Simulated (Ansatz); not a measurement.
## Run report: AlO$_{2}$, phonon calculation (part 2 of 2)

AlO$_{2}$ (6 atoms in the cell); DFT PBE+D3(BJ), scalar-relativistic, plane waves, PAW (Ansatz 0.2.0); cutoff 420 eV, 16×16×14 k-mesh, Gaussian smearing of 0.15 eV, collinear spins. The structure derives from a Materials Project entry. The run did not end well. It belongs to a series of runs on one base structure; here: zone-centre modes of this cell by finite displacements.

Geometry of the input (Å; fractional positions):
```
1.4782  -5.3062  0.0000
1.4782  5.3062  0.0000
0.0000  0.0000  3.6353
Al 0.3324  0.6676  0.2500
Al 0.6676  0.3324  0.7500
O  0.7048  0.2952  0.2500
O  0.2952  0.7048  0.7500
O  0.9409  0.0591  0.2500
O  0.0591  0.9409  0.7500
```

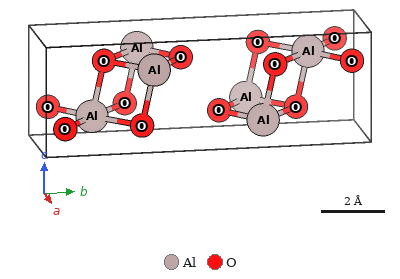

Figure 1. The input geometry (ball-and-stick view of the cell 2 times as large as that of the calculation, set on its symmetry axes, seen slightly off an axis).

Log, continued
```
SCF iter   1: F=—  HF=-3348.322714 eV  |F-HF|=—  |Δ(HF+E_count)|=         —  Δρ=1.23e-3 (↑1.16e-3 ↓1.23e-3)  dr2=1.17e-3  dr2_m=1.61e-4  M=1.827 μB ∫|m|=1.880 μB  β_m=0.30  ethr=1.52e-5  ⟨swp⟩=1.6  Hψ=212729  notcnv=0  defer=399
preconditioner: auto → Kerker (q_TF=auto, 2.451 Å⁻¹)  [metal: Δε(μ)=0.002 eV  Ē_g=16.632 eV  σ=0.150 eV  W_gap=0.01  n_scr=14 (ndim 8)  ℏωp=26.9 eV  f_vac=0.000  D(μ)=1.12/eV (n_scr^D=4)]
spin=Collinear: Kerker preconditioning applied to the charge; magnetization (m = ρ↑ − ρ↓) channel mixes plain (no charge-response kernel on spin).
SCF iter   2: F=—  HF=-3348.322599 eV  |F-HF|=—  |Δ(HF+E_count)|=   1.15e-4  Δρ=8.34e-4 (↑8.34e-4 ↓7.74e-4)  dr2=4.51e-4  dr2_m=7.50e-5  M=1.827 μB ∫|m|=1.879 μB  β_m=0.51  ethr=3.92e-6  ⟨swp⟩=1.0  Hψ=38256  notcnv=0  defer=399
SCF iter   3: F=—  HF=-3348.322565 eV  |F-HF|=—  |Δ(HF+E_count)|=   3.36e-5  Δρ=5.13e-4 (↑3.03e-4 ↓5.13e-4)  dr2=2.40e-4  dr2_m=3.10e-5  M=1.825 μB ∫|m|=1.878 μB  β_m=0.49  ethr=1.50e-6  ⟨swp⟩=2.6  Hψ=61276  notcnv=0  defer=399
SCF iter   4: F=—  HF=-3348.322548 eV  |F-HF|=—  |Δ(HF+E_count)|=   1.73e-5  Δρ=1.37e-4 (↑8.49e-5 ↓1.37e-4)  dr2=1.07e-5  dr2_m=2.67e-6  M=1.824 μB ∫|m|=1.876 μB  β_m=0.63  ethr=7.99e-7  ⟨swp⟩=1.6  Hψ=45201  notcnv=0  defer=399
SCF iter   5: F=—  HF=-3348.322549 eV  |F-HF|=—  |Δ(HF+E_count)|=   9.47e-7  Δρ=5.13e-5 (↑4.14e-5 ↓5.13e-5)  dr2=2.13e-6  dr2_m=3.97e-7  M=1.824 μB ∫|m|=1.876 μB  β_m=0.75  ethr=3.58e-8  ⟨swp⟩=2.3  Hψ=62065  notcnv=0  defer=399
SCF iter   6: F=—  HF=-3348.322549 eV  |F-HF|=—  |Δ(HF+E_count)|=   3.62e-7  Δρ=1.60e-5 (↑1.00e-5 ↓1.60e-5)  dr2=2.74e-7  dr2_m=3.71e-8  M=1.824 μB ∫|m|=1.875 μB  β_m=0.87  ethr=7.09e-9  ⟨swp⟩=2.6  Hψ=66620  notcnv=0  defer=399
SCF iter   7: F=—  HF=-3348.322549 eV  |F-HF|=—  |Δ(HF+E_count)|=   8.82e-8  Δρ=7.03e-6 (↑4.99e-6 ↓7.03e-6)  dr2=7.58e-8  dr2_m=3.71e-9  M=1.824 μB ∫|m|=1.875 μB  β_m=0.89  ethr=9.15e-10  ⟨swp⟩=2.4  Hψ=61269  notcnv=0  defer=399
SCF iter   8: F=—  HF=-3348.322549 eV  |F-HF|=—  |Δ(HF+E_count)|=   6.73e-9  Δρ=2.69e-6 (↑2.67e-6 ↓2.69e-6)  dr2=2.38e-8  dr2_m=2.77e-10  M=1.824 μB ∫|m|=1.875 μB  β_m=0.87  ethr=2.53e-10  ⟨swp⟩=2.1  Hψ=58928  notcnv=0  defer=399
SCF iter   9: F=—  HF=-3348.322549 eV  |F-HF|=—  |Δ(HF+E_count)|=  5.81e-10  Δρ=2.12e-6 (↑1.34e-6 ↓2.12e-6)  dr2=6.11e-9  dr2_m=4.43e-10  M=1.824 μB ∫|m|=1.875 μB  β_m=0.90  ethr=7.95e-11  ⟨swp⟩=2.5  Hψ=61523  notcnv=0  defer=399
SCF iter  10: F=—  HF=-3348.322549 eV  |F-HF|=—  |Δ(HF+E_count)|=  9.19e-11  Δρ=1.17e-6 (↑5.46e-7 ↓1.17e-6)  dr2=1.53e-9  dr2_m=9.72e-11  M=1.824 μB ∫|m|=1.875 μB  β_m=0.81  ethr=2.04e-11  ⟨swp⟩=2.1  Hψ=60443  notcnv=0  defer=399
SCF iter  11: F=—  HF=-3348.322549 eV  |F-HF|=—  |Δ(HF+E_count)|=  1.30e-10  Δρ=5.98e-7 (↑4.40e-7 ↓5.98e-7)  dr2=5.37e-10  dr2_m=1.99e-11  M=1.824 μB ∫|m|=1.875 μB  β_m=0.70  ethr=5.10e-12  ⟨swp⟩=2.5  Hψ=63358  notcnv=0  defer=399
SCF iter  12: F=-3348.322549 eV  HF=-3348.322549 eV  |F-HF|=1.73e-11  |Δ(HF+E_count)|=  8.19e-11  Δρ=1.21e-7 (↑1.21e-7 ↓9.98e-8)  dr2=3.91e-11  dr2_m=7.97e-13  M=1.824 μB ∫|m|=1.875 μB  ethr=1.00e-12  ⟨swp⟩=2.1  Hψ=138422  notcnv=0
SCF 4 converged in 12 iterations: F = -3348.322549 eV  dr2 = 3.91e-11
  greatest PAW one-centre occupation: 0.883 electrons in one spin orbital (limit 2), on the O atom at site 4 (counted from 0), in its partial waves of l = 0
iter 1 solved again at ethr=3.50e-8 eV; its pass at ethr=3.10e-3 eV (dr2=1.05e-5 eV) is discarded
SCF iter   1: F=—  HF=-3348.321865 eV  |F-HF|=—  |Δ(HF+E_count)|=         —  Δρ=3.10e-4 (↑1.63e-4 ↓3.10e-4)  dr2=1.26e-5  dr2_m=2.38e-5  M=1.861 μB ∫|m|=1.915 μB  β_m=0.30  ethr=3.50e-8  ⟨swp⟩=3.2  Hψ=221627  notcnv=0  defer=403
preconditioner: auto → Kerker (q_TF=auto, 2.451 Å⁻¹)  [metal: Δε(μ)=0.003 eV  Ē_g=16.666 eV  σ=0.150 eV  W_gap=0.01  n_scr=14 (ndim 8)  ℏωp=26.9 eV  f_vac=0.000  D(μ)=0.98/eV (n_scr^D=4)]
spin=Collinear: Kerker preconditioning applied to the charge; magnetization (m = ρ↑ − ρ↓) channel mixes plain (no charge-response kernel on spin).
SCF iter   2: F=—  HF=-3348.321876 eV  |F-HF|=—  |Δ(HF+E_count)|=   1.06e-5  Δρ=2.20e-4 (↑1.19e-4 ↓2.20e-4)  dr2=1.96e-6  dr2_m=1.30e-5  M=1.861 μB ∫|m|=1.914 μB  β_m=0.53  ethr=3.50e-8  ⟨swp⟩=1.7  Hψ=53067  notcnv=0  defer=403
SCF iter   3: F=—  HF=-3348.321887 eV  |F-HF|=—  |Δ(HF+E_count)|=   1.13e-5  Δρ=1.07e-4 (↑5.97e-5 ↓1.07e-4)  dr2=3.90e-6  dr2_m=2.80e-6  M=1.860 μB ∫|m|=1.914 μB  β_m=0.61  ethr=6.53e-9  ⟨swp⟩=2.0  Hψ=65268  notcnv=0  defer=403
SCF iter   4: F=—  HF=-3348.321889 eV  |F-HF|=—  |Δ(HF+E_count)|=   1.84e-6  Δρ=1.96e-5 (↑1.92e-5 ↓1.96e-5)  dr2=6.75e-8  dr2_m=1.61e-7  M=1.860 μB ∫|m|=1.913 μB  β_m=0.79  ethr=6.53e-9  ⟨swp⟩=2.0  Hψ=63825  notcnv=0  defer=403
SCF iter   5: F=—  HF=-3348.321889 eV  |F-HF|=—  |Δ(HF+E_count)|=   9.22e-8  Δρ=1.09e-5 (↑4.99e-6 ↓1.09e-5)  dr2=8.99e-8  dr2_m=1.81e-8  M=1.860 μB ∫|m|=1.913 μB  β_m=0.79  ethr=2.25e-10  ⟨swp⟩=2.0  Hψ=66651  notcnv=0  defer=403
SCF iter   6: F=—  HF=-3348.321889 eV  |F-HF|=—  |Δ(HF+E_count)|=   6.03e-9  Δρ=2.18e-6 (↑1.13e-6 ↓2.18e-6)  dr2=4.76e-9  dr2_m=5.04e-10  M=1.860 μB ∫|m|=1.913 μB  β_m=0.79  ethr=2.25e-10  ⟨swp⟩=2.0  Hψ=59917  notcnv=0  defer=403
SCF iter   7: F=—  HF=-3348.321889 eV  |F-HF|=—  |Δ(HF+E_count)|=  1.51e-10  Δρ=7.82e-7 (↑5.86e-7 ↓7.82e-7)  dr2=1.69e-9  dr2_m=8.69e-11  M=1.860 μB ∫|m|=1.913 μB  β_m=0.89  ethr=1.59e-11  ⟨swp⟩=2.1  Hψ=58333  notcnv=0  defer=403
SCF iter   8: F=—  HF=-3348.321889 eV  |F-HF|=—  |Δ(HF+E_count)|=  1.90e-10  Δρ=2.13e-7 (↑2.13e-7 ↓2.07e-7)  dr2=1.80e-10  dr2_m=9.65e-12  M=1.860 μB ∫|m|=1.913 μB  β_m=0.95  ethr=5.63e-12  ⟨swp⟩=2.0  Hψ=61093  notcnv=0  defer=403
SCF iter   9: F=-3348.321889 eV  HF=-3348.321889 eV  |F-HF|=3.09e-11  |Δ(HF+E_count)|=  1.36e-11  Δρ=2.01e-7 (↑5.22e-8 ↓2.01e-7)  dr2=4.58e-11  dr2_m=4.23e-12  M=1.860 μB ∫|m|=1.913 μB  ethr=1.00e-12  ⟨swp⟩=4.0  Hψ=122592  notcnv=0
SCF 5 converged in 9 iterations: F = -3348.321889 eV  dr2 = 4.58e-11
iter 1 solved again at ethr=5.06e-6 eV; its pass at ethr=3.10e-3 eV (dr2=1.52e-3 eV) is discarded
SCF iter   1: F=—  HF=-3348.322927 eV  |F-HF|=—  |Δ(HF+E_count)|=         —  Δρ=7.96e-4 (↑7.91e-4 ↓7.96e-4)  dr2=1.46e-3  dr2_m=1.02e-5  M=1.844 μB ∫|m|=1.896 μB  β_m=0.30  ethr=5.06e-6  ⟨swp⟩=2.2  Hψ=243498  notcnv=0  defer=1054
preconditioner: auto → Kerker (q_TF=auto, 2.451 Å⁻¹)  [metal: Δε(μ)=0.001 eV  Ē_g=16.650 eV  σ=0.150 eV  W_gap=0.00  n_scr=14 (ndim 8)  ℏωp=26.9 eV  f_vac=0.000  D(μ)=1.05/eV (n_scr^D=4)]
spin=Collinear: Kerker preconditioning applied to the charge; magnetization (m = ρ↑ − ρ↓) channel mixes plain (no charge-response kernel on spin).
SCF iter   2: F=—  HF=-3348.322691 eV  |F-HF|=—  |Δ(HF+E_count)|=   2.36e-4  Δρ=6.07e-4 (↑6.03e-4 ↓6.07e-4)  dr2=8.79e-4  dr2_m=5.63e-6  M=1.844 μB ∫|m|=1.896 μB  β_m=0.65  ethr=4.86e-6  ⟨swp⟩=1.0  Hψ=41312  notcnv=0  defer=1054
SCF iter   3: F=—  HF=-3348.322371 eV  |F-HF|=—  |Δ(HF+E_count)|=   3.20e-4  Δρ=1.12e-4 (↑1.04e-4 ↓1.12e-4)  dr2=1.38e-5  dr2_m=1.38e-7  M=1.843 μB ∫|m|=1.896 μB  β_m=0.82  ethr=2.93e-6  ⟨swp⟩=2.0  Hψ=65071  notcnv=0  defer=1054
SCF iter   4: F=—  HF=-3348.322374 eV  |F-HF|=—  |Δ(HF+E_count)|=   3.43e-6  Δρ=1.14e-4 (↑5.30e-5 ↓1.14e-4)  dr2=1.31e-5  dr2_m=8.24e-7  M=1.843 μB ∫|m|=1.896 μB  β_m=0.82  ethr=4.60e-8  ⟨swp⟩=2.0  Hψ=68388  notcnv=0  defer=1054
SCF iter   5: F=—  HF=-3348.322373 eV  |F-HF|=—  |Δ(HF+E_count)|=   1.16e-6  Δρ=6.27e-5 (↑2.14e-5 ↓6.27e-5)  dr2=3.78e-6  dr2_m=3.02e-7  M=1.843 μB ∫|m|=1.896 μB  β_m=0.64  ethr=4.38e-8  ⟨swp⟩=2.5  Hψ=64942  notcnv=0  defer=1054
SCF iter   6: F=—  HF=-3348.322373 eV  |F-HF|=—  |Δ(HF+E_count)|=   3.45e-7  Δρ=9.86e-6 (↑8.72e-6 ↓9.86e-6)  dr2=1.59e-7  dr2_m=1.76e-9  M=1.843 μB ∫|m|=1.896 μB  β_m=0.66  ethr=1.26e-8  ⟨swp⟩=1.6  Hψ=49594  notcnv=0  defer=1054
SCF iter   7: F=—  HF=-3348.322373 eV  |F-HF|=—  |Δ(HF+E_count)|=   3.58e-9  Δρ=3.85e-6 (↑3.83e-6 ↓3.85e-6)  dr2=2.74e-8  dr2_m=1.40e-10  M=1.843 μB ∫|m|=1.896 μB  β_m=0.83  ethr=5.29e-10  ⟨swp⟩=2.6  Hψ=70314  notcnv=0  defer=1054
SCF iter   8: F=—  HF=-3348.322373 eV  |F-HF|=—  |Δ(HF+E_count)|=   2.25e-8  Δρ=1.33e-6 (↑1.24e-6 ↓1.33e-6)  dr2=3.08e-9  dr2_m=1.77e-11  M=1.843 μB ∫|m|=1.896 μB  β_m=0.78  ethr=9.14e-11  ⟨swp⟩=2.0  Hψ=62912  notcnv=0  defer=1054
SCF iter   9: F=—  HF=-3348.322373 eV  |F-HF|=—  |Δ(HF+E_count)|=  6.98e-10  Δρ=5.07e-7 (↑4.45e-7 ↓5.07e-7)  dr2=4.16e-10  dr2_m=4.52e-12  M=1.843 μB ∫|m|=1.896 μB  β_m=0.87  ethr=1.03e-11  ⟨swp⟩=2.0  Hψ=63786  notcnv=0  defer=1054
SCF iter  10: F=—  HF=-3348.322373 eV  |F-HF|=—  |Δ(HF+E_count)|=  2.48e-10  Δρ=2.63e-7 (↑2.50e-7 ↓2.63e-7)  dr2=1.16e-10  dr2_m=1.36e-12  M=1.843 μB ∫|m|=1.896 μB  β_m=0.75  ethr=1.00e-12  ⟨swp⟩=4.0  Hψ=139783  notcnv=0
SCF iter  11: F=-3348.322373 eV  HF=-3348.322373 eV  |F-HF|=9.09e-13  |Δ(HF+E_count)|=  6.37e-12  Δρ=8.71e-8 (↑8.36e-8 ↓8.71e-8)  dr2=1.49e-11  dr2_m=1.44e-13  M=1.843 μB ∫|m|=1.896 μB  ethr=1.00e-12  ⟨swp⟩=4.0  Hψ=134706  notcnv=0
SCF 6 converged in 11 iterations: F = -3348.322373 eV  dr2 = 1.49e-11
iter 1 solved again at ethr=7.52e-6 eV; its pass at ethr=3.10e-3 eV (dr2=2.26e-3 eV) is discarded
SCF iter   1: F=—  HF=-3348.320945 eV  |F-HF|=—  |Δ(HF+E_count)|=         —  Δρ=1.10e-3 (↑9.29e-4 ↓1.10e-3)  dr2=2.24e-3  dr2_m=7.14e-5  M=1.844 μB ∫|m|=1.896 μB  β_m=0.30  ethr=7.52e-6  ⟨swp⟩=2.3  Hψ=225505  notcnv=0  defer=918
preconditioner: auto → Kerker (q_TF=auto, 2.451 Å⁻¹)  [metal: Δε(μ)=0.002 eV  Ē_g=16.656 eV  σ=0.150 eV  W_gap=0.01  n_scr=14 (ndim 8)  ℏωp=26.9 eV  f_vac=0.000  D(μ)=1.04/eV (n_scr^D=4)]
spin=Collinear: Kerker preconditioning applied to the charge; magnetization (m = ρ↑ − ρ↓) channel mixes plain (no charge-response kernel on spin).
SCF iter   2: F=—  HF=-3348.320594 eV  |F-HF|=—  |Δ(HF+E_count)|=   3.51e-4  Δρ=7.08e-4 (↑7.05e-4 ↓7.08e-4)  dr2=1.27e-3  dr2_m=1.93e-5  M=1.844 μB ∫|m|=1.896 μB  β_m=0.64  ethr=7.47e-6  ⟨swp⟩=1.0  Hψ=38244  notcnv=0  defer=918
SCF iter   3: F=—  HF=-3348.320243 eV  |F-HF|=—  |Δ(HF+E_count)|=   3.52e-4  Δρ=9.74e-4 (↑2.44e-4 ↓9.74e-4)  dr2=8.15e-4  dr2_m=8.98e-5  M=1.844 μB ∫|m|=1.897 μB  β_m=0.51  ethr=4.24e-6  ⟨swp⟩=2.0  Hψ=57618  notcnv=0  defer=918
SCF iter   4: F=—  HF=-3348.320137 eV  |F-HF|=—  |Δ(HF+E_count)|=   1.05e-4  Δρ=1.22e-4 (↑1.22e-4 ↓1.21e-4)  dr2=2.70e-5  dr2_m=3.71e-7  M=1.844 μB ∫|m|=1.897 μB  β_m=0.69  ethr=2.72e-6  ⟨swp⟩=1.7  Hψ=44757  notcnv=0  defer=918
SCF iter   5: F=—  HF=-3348.320134 eV  |F-HF|=—  |Δ(HF+E_count)|=   2.80e-6  Δρ=6.75e-5 (↑4.32e-5 ↓6.75e-5)  dr2=7.44e-6  dr2_m=2.85e-7  M=1.844 μB ∫|m|=1.897 μB  β_m=0.70  ethr=9.01e-8  ⟨swp⟩=2.1  Hψ=55902  notcnv=0  defer=918
SCF iter   6: F=—  HF=-3348.320133 eV  |F-HF|=—  |Δ(HF+E_count)|=   1.05e-6  Δρ=2.07e-5 (↑1.82e-5 ↓2.07e-5)  dr2=1.45e-6  dr2_m=1.91e-8  M=1.844 μB ∫|m|=1.897 μB  β_m=0.85  ethr=2.48e-8  ⟨swp⟩=2.3  Hψ=66931  notcnv=0  defer=918
SCF iter   7: F=—  HF=-3348.320134 eV  |F-HF|=—  |Δ(HF+E_count)|=   2.22e-7  Δρ=1.32e-5 (↑8.18e-6 ↓1.32e-5)  dr2=3.89e-7  dr2_m=1.25e-8  M=1.844 μB ∫|m|=1.897 μB  β_m=0.93  ethr=4.83e-9  ⟨swp⟩=2.0  Hψ=59519  notcnv=0  defer=918
Step cancelled. What follows is not a result of the run: it is the report of the last solve that finished, which converged after 11 SCF iterations.
Magnetization: 1.8435 μB (15.9217 up, 14.0783 down)
Absolute magnetization: 1.8965 μB (∫|ρ↑−ρ↓|, with the PAW one-centre terms)
Spin contamination: 0.0087 ħ² per cell (⟨S²⟩ above its minimum at these occupations)
Per-site moments (μB) at R_I (Å): [(-0.0008059640834493958, 0.7672775102167222), (-0.0008064553274352907, 0.767233155686309), (0.08984972103818921, 0.767233155686309), (0.08991959866020388, 0.7672775102167222), (0.7212426537042569, 0.7730945194786022), (0.7212206603837723, 0.7730945194786022)]
Free energy (F): -3348.322373 eV
Harris-Foulkes:  -3348.322373 eV  (|F-HF|=9.09e-13)
Internal energy: -3348.310504 eV  (E = F + TS)
E sigma→0 (E₀):  -3348.316439 eV
Entropy (-TS):   -0.011869 eV (-1.978 meV/atom)
Fermi energy:    5.789621 eV
--- Per-component energies (eV) ---
  E_band       = -26.337895
  E_kinetic    = 756.427156
  E_local      = -1404.564664  (includes V_loc(G=0)·N_el)
  E_nonlocal   = 211.754142
  E_hartree    = 498.978457
  E_xc         = -376.730496
  E_vxc        = -437.403043  (∫ρ·V_xc dr)
  E_paw        = -1567.296076  (= ΣΔE_a)
  E_vpaw       = -150.518080  (= ΣTr[D̂ρ^β])
  E_aug_tail   = 0.009645  (compensation charges beyond the density's cutoff)
  E_ewald      = -1465.799818
  E_disp       = -1.088849  (pairwise vdW)
  E_smearing   = -0.011869  (= −TS)
  E_closure    = -0.000000  (closes the sum)
  Σ components = -3348.322373   (vs F -3348.322373, Δ=0.00e0)
--- Forces (eV/Å), atoms counted from 1 ---
  atom   1  Al     0.02342620    -0.00711958     0.00000000
  atom   2  Al     0.02924626     0.01202516     0.00000000
  atom   3  O      0.08382011     0.00262878     0.00000000
  atom   4  O     -0.15060535    -0.00682668     0.00000000
  atom   5  O      0.01587944    -0.02285335     0.00000000
  atom   6  O     -0.00176559     0.02214785     0.00000000
  max |Σ_I F_I| component: 2.18e-6 eV/Å
End of that report.
Error: SIGTERM received: cancelled by the caller after 7 completed SCF iterations
```

Outcome

| quantity | value |
| --- | --- |
| outcome | stopped at the time limit |
| space group (tolerance 0.01 Å) | Cmcm (63) |
| wall time | 8.9 min (CPU time 16 min) |
| peak memory | 2.8 GiB |

What went wrong

The run was cut off by its time limit, so the output is incomplete.
